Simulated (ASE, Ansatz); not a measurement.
# Forces and charges in generalised stacking fault on (110) of a LiCl-LiBr solid solution (56 atoms), part 2 of 2

Wanted: forces, charges and levels of generalised stacking fault on (110) of a LiCl-LiBr solid solution (56 atoms).

Ansatz 0.2.0; Kohn-Sham DFT, PBE, PAW (set soft_2), plane waves.

The cell: 28 Li, 10 Br and 18 Cl. The cell is under 6 Å thick along one periodic direction. The host structure and its lattice constant were typed by rule, without a check against the phase diagram.

So far. Step 2 (Plane-wave single point): Mean Löwdin charges: Br -0.55, Cl -0.63, Li +0.66 e (they miss 0.62 % of the electrons, so they add up to more than the cell's charge).

**3. Distances and neighbours**

Bonds and neighbours are counted at the geometry of the runs.

Density 2.63 g/cm³, 18.40 Å³ an atom.

Pair distribution functions g(r), in bins of 0.2 Å:

| r (Å) | total | Li-Li | Li-Cl | Li-Br | Cl-Cl | Cl-Br | Br-Br |
| --- | --- | --- | --- | --- | --- | --- | --- |
| 2.30 | 0.05 | 0.00 | 0.00 | 0.26 | 0.00 | 0.00 | 0.00 |
| 2.50 | 0.13 | 0.00 | 0.14 | 0.50 | 0.00 | 0.00 | 0.00 |
| 2.70 | 6.05 | 0.00 | 12.45 | 11.45 | 0.00 | 0.00 | 0.00 |
| 2.90 | 0.00 | 0.00 | 0.00 | 0.00 | 0.00 | 0.00 | 0.00 |
| 3.10 | 0.00 | 0.00 | 0.00 | 0.00 | 0.00 | 0.00 | 0.00 |
| 3.30 | 0.10 | 0.00 | 0.08 | 0.42 | 0.00 | 0.00 | 0.00 |
| 3.50 | 0.16 | 0.33 | 0.00 | 0.00 | 0.00 | 0.36 | 1.28 |
| 3.70 | 5.90 | 11.76 | 0.00 | 0.00 | 12.80 | 11.18 | 10.66 |
| 3.90 | 0.12 | 0.27 | 0.00 | 0.00 | 0.16 | 0.14 | 0.52 |
| 4.10 | 0.14 | 0.24 | 0.00 | 0.00 | 0.00 | 0.40 | 0.94 |
| 4.30 | 0.00 | 0.00 | 0.00 | 0.00 | 0.00 | 0.00 | 0.00 |
| 4.50 | 2.61 | 0.00 | 5.30 | 5.05 | 0.00 | 0.00 | 0.00 |
| 4.70 | 0.18 | 0.00 | 0.29 | 0.52 | 0.00 | 0.00 | 0.00 |
| 4.90 | 0.04 | 0.13 | 0.00 | 0.00 | 0.00 | 0.09 | 0.00 |
| 5.10 | 0.04 | 0.04 | 0.00 | 0.00 | 0.00 | 0.27 | 0.00 |
| 5.30 | 1.47 | 2.86 | 0.03 | 0.15 | 3.27 | 2.29 | 3.54 |
| 5.50 | 0.00 | 0.00 | 0.00 | 0.00 | 0.00 | 0.00 | 0.00 |
| 5.70 | 0.18 | 0.00 | 0.23 | 0.58 | 0.00 | 0.00 | 0.00 |
| 5.90 | 4.69 | 0.24 | 9.47 | 8.56 | 0.00 | 0.33 | 0.46 |
| 6.10 | 0.06 | 0.00 | 0.02 | 0.23 | 0.00 | 0.06 | 0.00 |
| 6.30 | 0.09 | 0.00 | 0.18 | 0.18 | 0.00 | 0.00 | 0.00 |
| 6.50 | 4.04 | 7.87 | 0.16 | 0.39 | 8.11 | 7.81 | 6.89 |
| 6.70 | 0.05 | 0.09 | 0.00 | 0.00 | 0.06 | 0.16 | 0.19 |
| 6.90 | 0.13 | 0.25 | 0.00 | 0.00 | 0.22 | 0.29 | 0.35 |
| 7.10 | 0.04 | 0.08 | 0.00 | 0.00 | 0.00 | 0.09 | 0.33 |
| 7.30 | 0.08 | 0.16 | 0.00 | 0.00 | 0.00 | 0.35 | 0.00 |
| 7.50 | 1.40 | 2.72 | 0.03 | 0.15 | 2.93 | 2.54 | 2.67 |
| 7.70 | 0.12 | 0.14 | 0.10 | 0.13 | 0.17 | 0.08 | 0.28 |

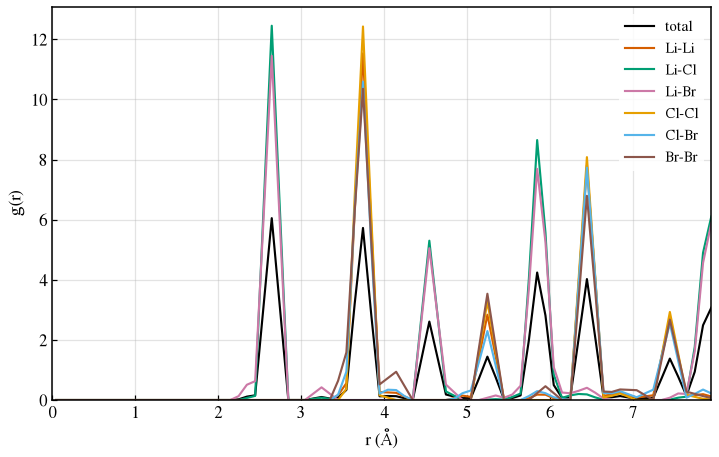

Pair distribution functions, lightly smoothed.

Bonds by pair of elements; cutoffs follow the first minimum of g(r), held within bounds set by covalent radii, and pairs that aren't listed don't count as bonded:

| pair A-B | cutoff (Å) | bonds | mean length (Å) | spread (Å) | shortest (Å) | B about A | A about B |
| --- | --- | --- | --- | --- | --- | --- | --- |
| Li-Cl | 2.98 | 107 | 2.63 | 0.024 | 2.42 | 3.82 | 5.94 |
| Li-Br | 2.98 | 57 | 2.62 | 0.053 | 2.38 | 2.04 | 5.7 |

How many atoms have how many bonded neighbours:

| element | mean | 5 | 6 |
| --- | --- | --- | --- |
| Br | 5.7 | 3 | 7 |
| Cl | 5.94 | 1 | 17 |
| Li | 5.86 | 4 | 24 |

Bond angles, per cent of each kind in bins of 5°:

| angle (°) | Li-Cl-Li | Cl-Li-Cl | Br-Li-Cl | Li-Br-Li | Br-Li-Br |
| --- | --- | --- | --- | --- | --- |
| 85–90 | 40.4 | 37.9 | 37.8 | 37.8 | 29.4 |
| 90–95 | 39.2 | 41.2 | 42.4 | 40.0 | 45.1 |
| 95–100 | 0.0 | 0.0 | 0.0 | 0.0 | 0.0 |
| 100–105 | 0.4 | 0.6 | 1.2 | 2.2 | 0.0 |
| 105–110 | 0.0 | 0.0 | 0.0 | 0.0 | 2.0 |
| 110–115 | 0.0 | 0.0 | 0.0 | 0.0 | 0.0 |
| 115–120 | 0.0 | 0.0 | 0.0 | 0.0 | 0.0 |
| 120–125 | 0.0 | 0.0 | 0.0 | 0.0 | 0.0 |
| 125–130 | 0.0 | 0.0 | 0.0 | 0.0 | 0.0 |
| 130–135 | 0.0 | 0.0 | 0.0 | 0.0 | 0.0 |
| 135–140 | 0.0 | 0.0 | 0.0 | 0.0 | 0.0 |
| 140–145 | 0.0 | 0.0 | 0.0 | 0.0 | 0.0 |
| 145–150 | 0.0 | 0.0 | 0.0 | 0.0 | 0.0 |
| 150–155 | 0.0 | 0.0 | 0.0 | 0.0 | 0.0 |
| 155–160 | 0.0 | 0.0 | 0.0 | 0.0 | 0.0 |
| 160–165 | 0.0 | 0.0 | 0.0 | 0.0 | 0.0 |
| 165–170 | 0.4 | 0.0 | 2.3 | 2.2 | 0.0 |
| 170–175 | 0.0 | 0.0 | 0.0 | 0.0 | 0.0 |
| 175–180 | 19.6 | 20.3 | 16.3 | 17.8 | 23.5 |

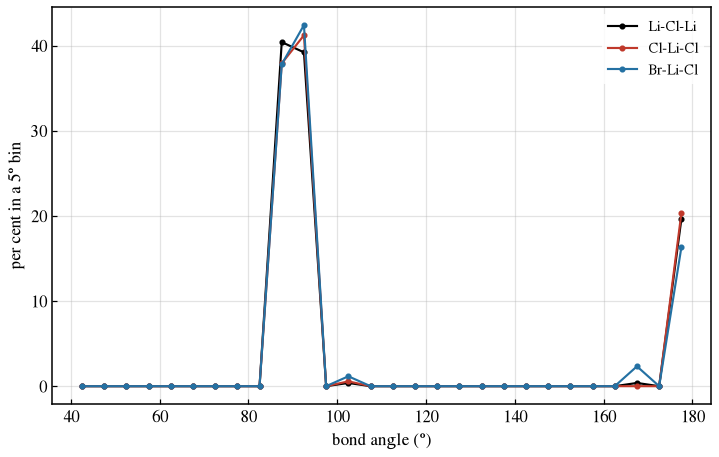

Distributions of the most common bond angles.

Bond angles (no mean is given where the spread exceeds 20°):

| angle | count | mean (°) | spread (°) |
| --- | --- | --- | --- |
| Li-Cl-Li | 265 | - | - |
| Cl-Li-Cl | 177 | - | - |
| Br-Li-Cl | 172 | - | - |
| Li-Br-Li | 135 | - | - |
| Br-Li-Br | 51 | - | - |

Bond length by coordination (bonds to H left out):

| element | coordination | atoms | mean bond length (Å) |
| --- | --- | --- | --- |
| Br | 5 | 3 | 2.59 |
| Br | 6 | 7 | 2.63 |
| Cl | 5 | 1 | 2.59 |
| Cl | 6 | 17 | 2.63 |
| Li | 5 | 4 | 2.59 |
| Li | 6 | 24 | 2.63 |

By these cutoffs 70 % of Br atoms have 6, 94 % of Cl atoms have 6 and 86 % of Li atoms have 6 bonded neighbours.

The surroundings of Li29, which has 5 bonded neighbours where the commonest count for Li is 6, nearest first, numbered as they follow in the input and with coordinates relative to it.

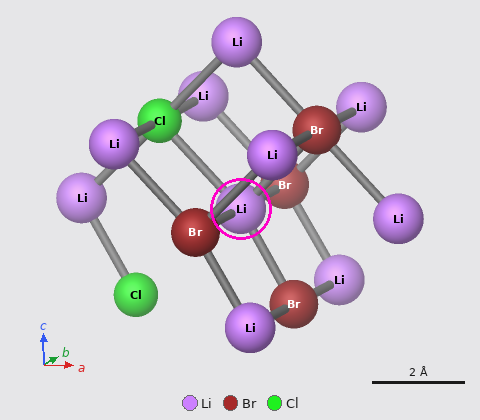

The atoms of the table, within 3.8 Å (arrows a, b, c point along x, y, z); some may hide others; the central atom is ringed.

| atom | x | y | z | distance (Å) | bonds | Löwdin charge (e) | Fx | Fy | Fz (eV/Å) |
| --- | --- | --- | --- | --- | --- | --- | --- | --- | --- |
| Li29 | 0.00 | 0.00 | 0.00 | 0.00 | 5 | 0.64 | -0.355 | -0.012 | 0.378 |
| Br56 | 1.21 | -0.01 | -2.05 | 2.39 | 5 | -0.55 | 0.432 | -0.032 | -0.312 |
| Br44 | 1.83 | -0.03 | 1.88 | 2.62 | 6 | -0.54 | 0.049 | 0.037 | -0.084 |
| Cl30 | -1.86 | -0.03 | 1.85 | 2.63 | 6 | -0.63 | -0.047 | 0.037 | -0.003 |
| Br16 | -0.01 | 2.63 | 0.00 | 2.63 | 5 | -0.55 | -0.450 | -0.027 | 0.227 |
| Br16 | -0.01 | -2.64 | 0.00 | 2.64 | 5 | -0.55 | -0.450 | -0.027 | 0.227 |
| Cl42 | -2.49 | -0.02 | -2.07 | 3.24 | 5 | -0.63 | 0.096 | -0.011 | -0.120 |
| Li15 | 1.23 | 2.63 | -2.05 | 3.55 | 5 | 0.65 | 0.192 | -0.010 | -0.501 |
| Li15 | 1.23 | -2.64 | -2.05 | 3.56 | 5 | 0.65 | 0.192 | -0.010 | -0.501 |
| Li17 | 1.83 | 2.61 | 1.85 | 3.69 | 6 | 0.64 | -0.003 | -0.005 | 0.223 |
| Li3 | -1.88 | 2.60 | 1.86 | 3.71 | 6 | 0.66 | -0.009 | 0.008 | 0.207 |
| Li43 | 3.71 | -0.01 | 0.01 | 3.71 | 5 | 0.65 | 0.147 | -0.012 | -0.001 |
| Li17 | 1.83 | -2.65 | 1.85 | 3.72 | 6 | 0.64 | -0.003 | -0.005 | 0.223 |
| Li31 | -0.02 | -0.02 | 3.72 | 3.72 | 6 | 0.66 | -0.265 | -0.002 | 0.021 |
| Li43 | -3.74 | -0.01 | 0.01 | 3.74 | 5 | 0.65 | 0.147 | -0.012 | -0.001 |
| Li3 | -1.88 | -2.67 | 1.86 | 3.76 | 6 | 0.66 | -0.009 | 0.008 | 0.207 |

The column of bonds counts only the pairs Li-Cl within 2.98 Å, Li-Br within 2.98 Å; other neighbours, such as metal atoms beside each other in a compound, aren't counted, and periodic images can show an atom twice.

**4. Results**

```
free energy per atom                             : -948.0263 eV/atom
density                                          : 2.63 g/cm³
pressure                                         : 0.502 GPa
r.m.s. force component                           : 0.1221 eV/Å
gap (highest filled to lowest empty level) : 5.463 eV
wall time of the 1 DFT run                       : 24 s
```

**Reading.** The highest filled and lowest empty levels differ by 5.46 eV on the run's k-points; the mesh holds the band edges only if they fold onto it, so the gap at this level can be narrower or closed, while semilocal functionals tend to narrow gaps against experiment. By these cutoffs 70 % of Br atoms have 6, 94 % of Cl atoms have 6 and 86 % of Li atoms have 6 bonded neighbours.

What to keep in mind: The geometry was built by rule, was displaced at random and isn't relaxed at this level: its force components are 0.12 eV/Å r.m.s.

[Logs are printed without paths, hosts, clocks, repeated set-up lines and the standing remarks that a program may print on its own settings, such as how far it seeks lower states.]

[Hosts, paths, dates, database ids (printed as entryN), source tags and the programs' standing remarks are cut or masked in the printed files.]
